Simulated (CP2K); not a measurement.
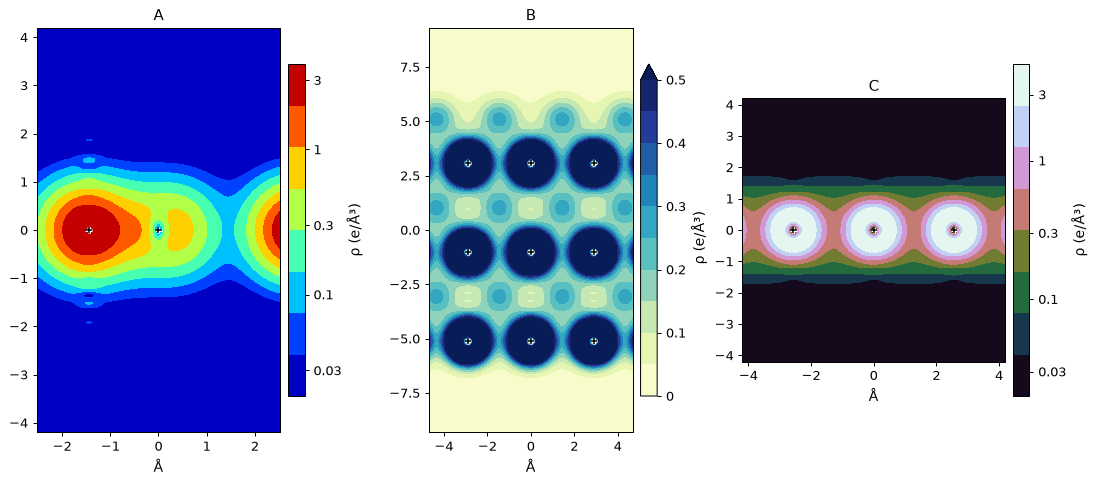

The valence pseudo-density of 3 systems, each on a plane through atoms (crosses mark nuclei in the plane).

Computed with Kohn-Sham DFT of a periodic cell, PBE, GTH-PBE with UZH-TZVP basis (CP2K 2026.2).

System 1: BN, the (110) plane of the calculation cell, a cut from vacuum to vacuum. 

```xyz
2
Lattice="2.5121 0.0000 0.0000 -1.2560 2.1755 0.0000 0.0000 0.0000 23.9016" Properties=species:S:1:pos:R:3 pbc="T T T"
B     1.2479    2.1637    7.5001
N     1.2479    0.7134    7.5001
```

System 2: Nb, the (100) plane of the calculation cell, a cut from vacuum to vacuum. 

```yaml
crystal:
  lattice:
    - [2.55868, 0.00000, 0.00000]
    - [0.00000, 2.55861, 0.00000]
    - [0.00000, 0.00000, 23.80000]
  atoms:
    - { symbol: Nb, position: [0.00000, 0.50000, 0.29412] }
```

System 3: Au (slab), the (010) plane of the calculation cell, a cut from vacuum to vacuum. Not relaxed (largest force 0.5 eV/Å).

```
CELL_PARAMETERS angstrom
2.89277 0.00000 0.00000
0.00000 2.89277 0.00000
0.00000 0.00000 25.22750
ATOMIC_POSITIONS crystal
Au 0.50000 0.50000 0.29729
Au 0.00000 0.00000 0.37838
Au 0.50000 0.50000 0.45946
Au 0.00000 0.00000 0.54054
Au 0.50000 0.50000 0.62162
Au 0.00000 0.00000 0.70271
```

### Which map belongs to which system?

Panel A is system 1, BN: the plane holds B and N. B–N (1.45 Å): the density is about 1.7 e/Å³ at the midpoint. Panel B is system 3, Au: the plane holds Au. Au–Au (2.89 Å): the density is about 0.25 e/Å³ at the midpoint. Panel C is system 2, Nb: the plane holds Nb. Nb–Nb (2.56 Å): ρ is about 0.51 e/Å³ halfway.
